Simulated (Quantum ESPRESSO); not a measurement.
# Relaxation of cell and atoms of ZrSe2 (part 1 of 2)

- system: ZrSe2 (P-3m1, 3 atoms in the cell)
- method: Kohn-Sham DFT of a periodic cell, rev-vdW-DF2, PseudoDojo 0.4.1 SR PBE standard, no spin polarisation (Quantum ESPRESSO 7.5)

The structure derives from an entry of the Crystallography Open Database.

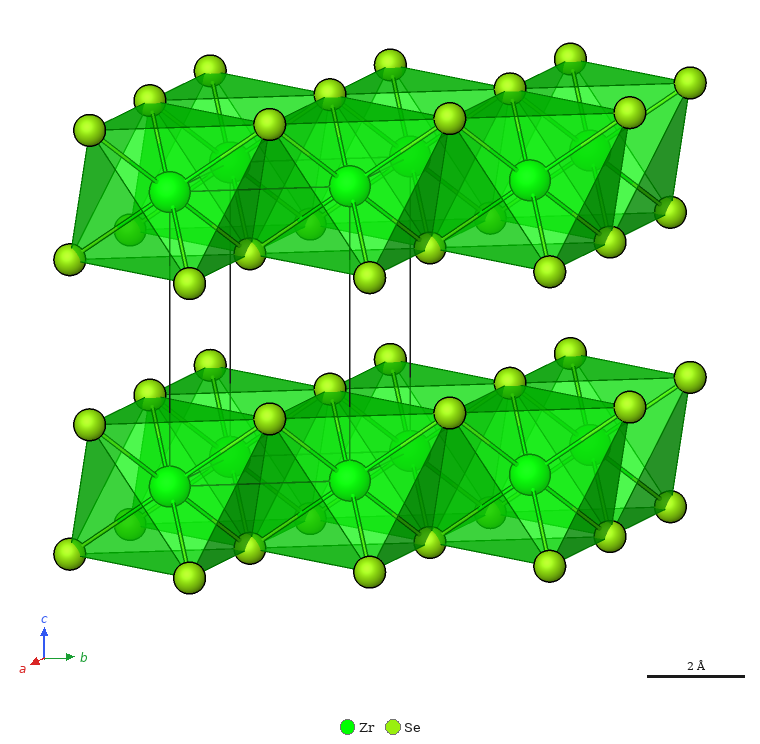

Fig. 1: The input geometry (polyhedral view of the cell of the calculation, repeated 1 × 2 × 1, seen slightly off an axis; polyhedra are completed across the faces of the cell).

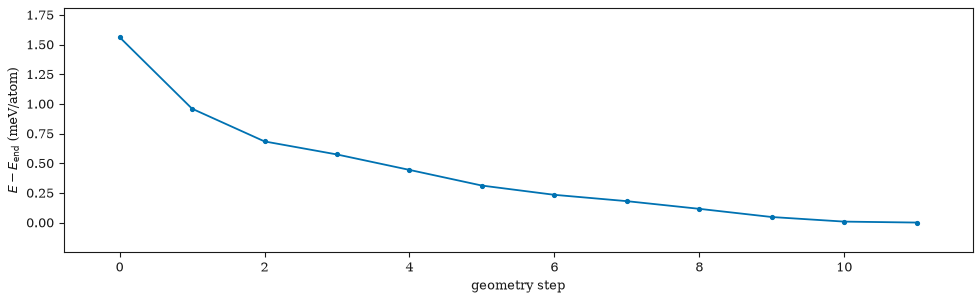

Fig. 2: Progress of the relaxation, step by step (steps are counted from 0).

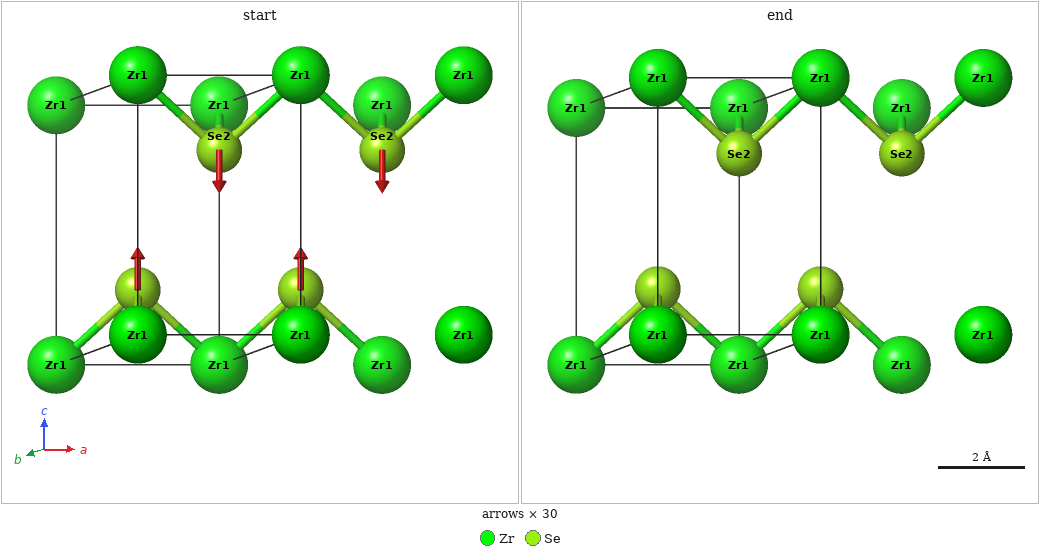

Fig. 3: Before (left) and after (right) the relaxation, at one scale (ball-and-stick view of the cell of the calculation, repeated 2 × 1 × 1, seen at an oblique angle). The red arrows give the displacements (without the part carried along by the change of the cell), magnified 30 times. The largest moves relative to the cell, 0.035 Å, are those of Se2 and Se3. Zr stays in place. The drawn cell changes as follows: a = b 3.798 → 3.793 Å (−0.1 %), c 6.192 → 6.128 Å (−1.0 %); the volume changes by −1.3 %. Distances before and after: Zr1–Se2 2.684 → 2.693 Å. The space group stays P-3m1 (No. 164). Over 11 geometry steps the energy falls by 1.6 meV per atom. Largest force component: 0.2 eV/Å at the start, 0.0033 eV/Å at the end. (Atoms are counted from 1 in the order of the input.)

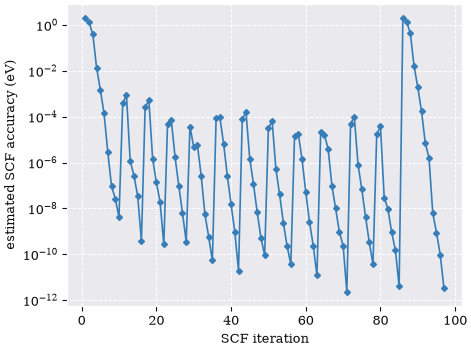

Fig. 4: Convergence of the self-consistent field: estimated SCF accuracy against the iteration. The field takes 97 iterations in all.

These pictures come from the run below.

The input:
```
&CONTROL
  calculation = 'vc-relax'
  prefix = 'pwscf'
  outdir = './tmp'
  pseudo_dir = './pseudo'
  tprnfor = .true.
  tstress = .true.
  disk_io = 'low'
  nstep = 40
  forc_conv_thr = 0.0004
  etot_conv_thr = 1d-05
/
&SYSTEM
  ibrav = 0
  nat = 3
  ntyp = 2
  ecutwfc = 86
  nbnd = 31
  input_dft = 'vdw-df2-b86r'
  occupations = 'smearing'
  smearing = 'fd'
  degauss = 0.00367493
/
&ELECTRONS
  conv_thr = 6d-10
  electron_maxstep = 120
  mixing_beta = 0.5
/
&IONS
  ion_dynamics = 'bfgs'
/
&CELL
  cell_dynamics = 'bfgs'
  press = 0
  press_conv_thr = 0.3
/
ATOMIC_SPECIES
Zr    91.2240 Zr.upf
Se    78.9710 Se.upf
CELL_PARAMETERS angstrom
   3.7980000000    0.0000000000    0.0000000000
  -1.8990000000    3.2891644836    0.0000000000
   0.0000000000    0.0000000000    6.1920000000
ATOMIC_POSITIONS crystal
Zr     0.0000000000    0.0000000000    0.0000000000
Se     0.6666666667    0.3333333333    0.7500000000
Se     0.3333333333    0.6666666667    0.2500000000
K_POINTS automatic
4 4 3 0 0 0
```

Command:
```bash
OMP_NUM_THREADS=1 pw.x -in pw.in > pw.out
```

What the program printed:
```
This program is part of the open-source Quantum ESPRESSO suite
     for quantum simulation of materials; please cite
         "P. Giannozzi et al., J. Phys.:Condens. Matter 21 395502 (2009);
         "P. Giannozzi et al., J. Phys.:Condens. Matter 29 465901 (2017);
         "P. Giannozzi et al., J. Chem. Phys. 152 154105 (2020);
          URL
     in publications or presentations arising from this work. More details at

     IMPORTANT: XC functional enforced from input :
     Exchange-correlation= VDW-DF2-B86R
                           (   1   4  26   0   2   0   0)
     Any further DFT definition will be discarded
     Please, verify this is what you really want

     Message from routine setup:
     using ibrav=0 with symmetry is DISCOURAGED, use correct ibrav instead

     G-vector sticks info
     --------------------
     sticks:   dense  smooth     PW     G-vecs:    dense   smooth      PW
     Sum        1225    1225    349                56217    56217    8353

     Using Slab Decomposition

     bravais-lattice index     =            0
     lattice parameter (alat)  =       7.1772  a.u.
     unit-cell volume          =     521.9971 (a.u.)^3
     number of atoms/cell      =            3
     number of atomic types    =            2
     number of electrons       =        44.00
     number of Kohn-Sham states=           31
     kinetic-energy cutoff     =      86.0000  Ry
     charge density cutoff     =     344.0000  Ry
     scf convergence threshold =      6.0E-10
     mixing beta               =       0.5000
     number of iterations used =            8  plain     mixing
     energy convergence thresh.=      1.0E-05
     force convergence thresh. =      4.0E-04
     press convergence thresh. =      3.0E-01
     Exchange-correlation= VDW-DF2-B86R
                           (   1   4  26   0   2   0   0)
     nstep                     =           40

     celldm(1)=   7.177180  celldm(2)=   0.000000  celldm(3)=   0.000000
     celldm(4)=   0.000000  celldm(5)=   0.000000  celldm(6)=   0.000000

     crystal axes: (cart. coord. in units of alat)
               a(1) = (   1.000000   0.000000   0.000000 )
               a(2) = (  -0.500000   0.866025   0.000000 )
               a(3) = (   0.000000   0.000000   1.630332 )

     reciprocal axes: (cart. coord. in units 2 pi/alat)
               b(1) = (  1.000000  0.577350 -0.000000 )
               b(2) = (  0.000000  1.154701  0.000000 )
               b(3) = (  0.000000 -0.000000  0.613372 )

     PseudoPot. # 1 for Zr read from file:
     Zr.upf
     Pseudo is Norm-conserving + core correction, Zval = 12.0
     Generated using ONCVPSP code by D. R. Hamann
     Using radial grid of 1622 points,  6 beta functions with:
                l(1) =   0
                l(2) =   0
                l(3) =   1
                l(4) =   1
                l(5) =   2
                l(6) =   2

     PseudoPot. # 2 for Se read from file:
     Se.upf
     Pseudo is Norm-conserving + core correction, Zval = 16.0
     Generated using ONCVPSP code by D. R. Hamann
     Using radial grid of 1214 points,  6 beta functions with:
                l(1) =   0
                l(2) =   0
                l(3) =   1
                l(4) =   1
                l(5) =   2
                l(6) =   2

     atomic species   valence    mass     pseudopotential
     Zr               12.00    91.22400     Zr( 1.00)
     Se               16.00    78.97100     Se( 1.00)

     12 Sym. Ops., with inversion, found

   Cartesian axes

     site n.     atom                  positions (alat units)
         1        Zr     tau(   1) = (   0.0000000   0.0000000   0.0000000  )
         2        Se     tau(   2) = (   0.5000000   0.2886751   1.2227488  )
         3        Se     tau(   3) = (  -0.0000000   0.5773503   0.4075829  )

     number of k points=     9  Fermi-Dirac smearing, width (Ry)=  0.0037
                       cart. coord. in units 2pi/alat
        k(    1) = (   0.0000000   0.0000000   0.0000000), wk =   0.0416667
        k(    2) = (   0.0000000   0.0000000   0.2044574), wk =   0.0833333
        k(    3) = (   0.0000000   0.2886751   0.0000000), wk =   0.2500000
        k(    4) = (   0.0000000   0.2886751   0.2044574), wk =   0.2500000
        k(    5) = (   0.0000000  -0.5773503   0.0000000), wk =   0.1250000
        k(    6) = (   0.0000000  -0.5773503   0.2044574), wk =   0.2500000
        k(    7) = (   0.2500000   0.4330127   0.0000000), wk =   0.2500000
        k(    8) = (   0.2500000   0.4330127   0.2044574), wk =   0.5000000
        k(    9) = (   0.0000000   0.2886751  -0.2044574), wk =   0.2500000

     Dense  grid:    56217 G-vectors     FFT dimensions: (  45,  45,  72)

     Initial potential from superposition of free atoms

     starting charge      43.9975, renormalised to      44.0000

     %%%%%%%%%%%%%%%%%%%%%%%%%%%%%%%%%%%%%%%%%%%%%%%%%%%%%%%%%%%%%%%%%%%%%%%%
     %                                                                      %
     % You are using vdW-DF, which was implemented by the Thonhauser group. %
     % Please cite the following two papers that made this development      %
     % possible and the two reviews that describe the various versions:     %
     %                                                                      %
     %   T. Thonhauser et al., PRL 115, 136402 (2015).                      %
     %   T. Thonhauser et al., PRB 76, 125112 (2007).                       %
     %   K. Berland et al., Rep. Prog. Phys. 78, 066501 (2015).             %
     %   D.C. Langreth et al., J. Phys.: Condens. Matter 21, 084203 (2009). %
     %                                                                      %
     % If you are calculating stress with vdW-DF, please also cite:         %
     %                                                                      %
     %   R. Sabatini et al., J. Phys.: Condens. Matter 24, 424209 (2012).   %
     %                                                                      %
     %%%%%%%%%%%%%%%%%%%%%%%%%%%%%%%%%%%%%%%%%%%%%%%%%%%%%%%%%%%%%%%%%%%%%%%%

     %%%%%%%%%%%%%%%%%%%%%%%%%%%%%%%%%%%%%%%%%%%%%%%%%%%%%%%%%%%%%%%%%%%%%%%%
     %                                                                      %
     %  vdW-DF NEWS:                                                        %
     %                                                                      %
     %  * vdW-DF3 is now available. DOI: 10.1021/acs.jctc.0c00471           %
     %    use with input_dft = 'vdW-DF3-opt1' or 'vdW-DF3-opt2'             %
     %                                                                      %
     %  * Unscreened and range-separated hybrid vdW-DF-cx functionals       %
     %    DOI: 10.1063/1.4986522 and 10.1088/1361-648X/ac2ad2               %
     %    use with input_dft = 'vdW-DF-cx0'    and 'vdW-DF-ahcx'            %
     %  * Unscreened and range-separated hybrid vdW-DF2-b86r functionals    %
     %    DOI: 10.1063/1.4986522 and DOI: 10.1103/PhysRevX.12.041003        %
     %    use with input_dft = 'vdW-DF2-br0' and 'vdW-DF2-ahbr'             %
     %                                                                      %
     %%%%%%%%%%%%%%%%%%%%%%%%%%%%%%%%%%%%%%%%%%%%%%%%%%%%%%%%%%%%%%%%%%%%%%%%

     Starting wfcs are   28 randomized atomic wfcs +    3 random wfcs

     Self-consistent Calculation

     iteration #  1     ecut=    86.00 Ry     beta= 0.50
     Davidson diagonalization with overlap
     ethr =  1.00E-02,  avg # of iterations =  6.2

     Threshold (ethr) on eigenvalues was too large:
     Diagonalizing with lowered threshold

     Davidson diagonalization with overlap
     ethr =  3.55E-04,  avg # of iterations =  1.8

     total energy              =    -586.05755215 Ry
     estimated scf accuracy    <       0.15617558 Ry

     iteration #  2     ecut=    86.00 Ry     beta= 0.50
     Davidson diagonalization with overlap
     ethr =  3.55E-04,  avg # of iterations =  2.7

     total energy              =    -586.06863481 Ry
     estimated scf accuracy    <       0.09407815 Ry

     iteration #  3     ecut=    86.00 Ry     beta= 0.50
     Davidson diagonalization with overlap
     ethr =  2.14E-04,  avg # of iterations =  2.0

     total energy              =    -586.09191186 Ry
     estimated scf accuracy    <       0.02874925 Ry

     iteration #  4     ecut=    86.00 Ry     beta= 0.50
     Davidson diagonalization with overlap
     ethr =  6.53E-05,  avg # of iterations =  2.8

     total energy              =    -586.09531415 Ry
     estimated scf accuracy    <       0.00101028 Ry

     iteration #  5     ecut=    86.00 Ry     beta= 0.50
     Davidson diagonalization with overlap
     ethr =  2.30E-06,  avg # of iterations =  6.3

     total energy              =    -586.09546164 Ry
     estimated scf accuracy    <       0.00011118 Ry

     iteration #  6     ecut=    86.00 Ry     beta= 0.50
     Davidson diagonalization with overlap
     ethr =  2.53E-07,  avg # of iterations =  1.6

     total energy              =    -586.09548420 Ry
     estimated scf accuracy    <       0.00001002 Ry

     iteration #  7     ecut=    86.00 Ry     beta= 0.50
     Davidson diagonalization with overlap
     ethr =  2.28E-08,  avg # of iterations =  1.8

     total energy              =    -586.09548546 Ry
     estimated scf accuracy    <       0.00000021 Ry

     iteration #  8     ecut=    86.00 Ry     beta= 0.50
     Davidson diagonalization with overlap
     ethr =  4.66E-10,  avg # of iterations =  2.9

     total energy              =    -586.09548554 Ry
     estimated scf accuracy    <          6.9E-09 Ry

     iteration #  9     ecut=    86.00 Ry     beta= 0.50
     Davidson diagonalization with overlap
     ethr =  1.57E-11,  avg # of iterations =  3.7

     total energy              =    -586.09548554 Ry
     estimated scf accuracy    <          2.0E-09 Ry
```
